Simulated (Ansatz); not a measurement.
```yaml
crystal:
  lattice:
    - [6.64181, 0.00000, 0.01613]
    - [0.00000, 3.90762, 0.00000]
    - [-1.83247, 0.00000, 8.70564]
  atoms:
    - { symbol: F, position: [0.27835, 0.25706, 0.08141] }
    - { symbol: F, position: [0.77835, 0.75706, 0.08141] }
    - { symbol: F, position: [0.22165, 0.75706, 0.41859] }
    - { symbol: F, position: [0.72165, 0.25706, 0.41859] }
    - { symbol: F, position: [0.22165, 0.24294, 0.91859] }
    - { symbol: F, position: [0.72165, 0.74294, 0.91859] }
    - { symbol: F, position: [0.27835, 0.74294, 0.58141] }
    - { symbol: F, position: [0.77835, 0.24294, 0.58141] }
```

Space group C2/c; set up as F, solid alpha-F2.

Level of theory: DFT, revPBE, plane waves (420 eV) with PAW, scalar-relativistic in Ansatz.

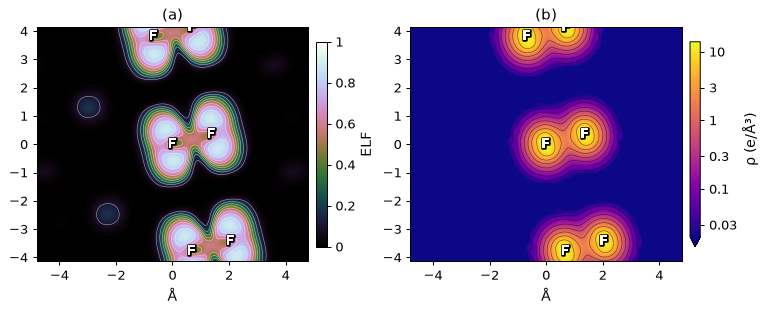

F. (a) electron localisation function; (b) valence electron density on the (11̄0) plane of the conventional cell.

In a PAW calculation such maps are meaningful between the atoms, not at the nuclei.

Question: What does the map show?

Answer:
- The plane passes through F nuclei.
- F–F (1.42 Å): the density is about 1.8 e/Å³ at the midpoint; the ELF reaches about 0.60 near the midpoint.
- The density dies away to nearly zero in the voids.
- The ELF also peaks beside F, away from the bonds: lone-pair regions.

Question: Does the calculation give a band gap?

Answer: It is gapped, with a Kohn–Sham gap of 3.2 eV on the k-point mesh, an upper bound to the gap of this method.
